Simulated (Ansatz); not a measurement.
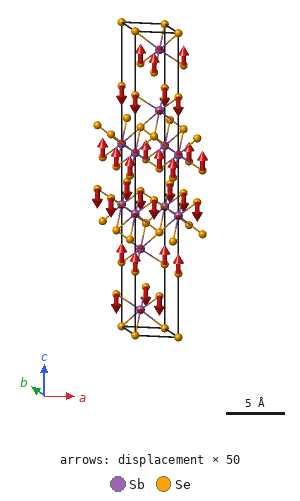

A relaxation of a crystal of Sb2Se3 (built on the tetradymite type). The starting structure is drawn; red arrows show the displacements (the part carried along by the change of the cell is left out), 50 times their true length.

A ball-and-stick model of the conventional cell (3 times the calculation's cell), seen slightly off an axis. Lengths and directions refer to the drawn axes.

Level of theory: Ansatz, DFT, PBE-D3(BJ), plane waves, PAW. Settings: plane-wave cutoff 420 eV; k-point mesh 8 × 8 × 8; occupations fermi dirac; smearing width 0.02 eV; no spin polarisation; cell and atoms relaxed; force threshold 0.005 eV/Å.

Atoms of which element are displaced furthest, and by how much?

Answer. Selenium: up to 0.035 Å, against 0.007 Å for antimony.

What did the optimiser do to the structure, and how much energy did it gain?

Answer. After 5 accepted moves (6 points after the start) the energy has fallen by 121 meV per atom. The largest force component goes from 0.95 to 0.0043 eV/Å. Pressure: 12.64 GPa at the start and 0.02 GPa at the end. The SCF was repeated once at an unchanged geometry on a basis and grid sized afresh for the cell, which shifted the energy by 0.4 meV per atom at most. The largest moves relative to the cell, 0.035 Å, are those of Se atoms. Largest moves by element: Se 0.035 Å, Sb 0.007 Å. The volume changes by +16.1 %, with a = b 3.812 → 4.026 Å (+5.6 %), c 26.955 → 28.060 Å (+4.1 %). Some distances before and after: Sb–Se 2.841 → 2.979 Å, Sb–Se 2.679 → 2.800 Å. The space group stays R-3m (No. 166). The run took 26 s on 4 threads of Intel(R) Xeon(R) Platinum 8488C (Sapphire Rapids), on a shared host, peak memory 0.7 GiB.
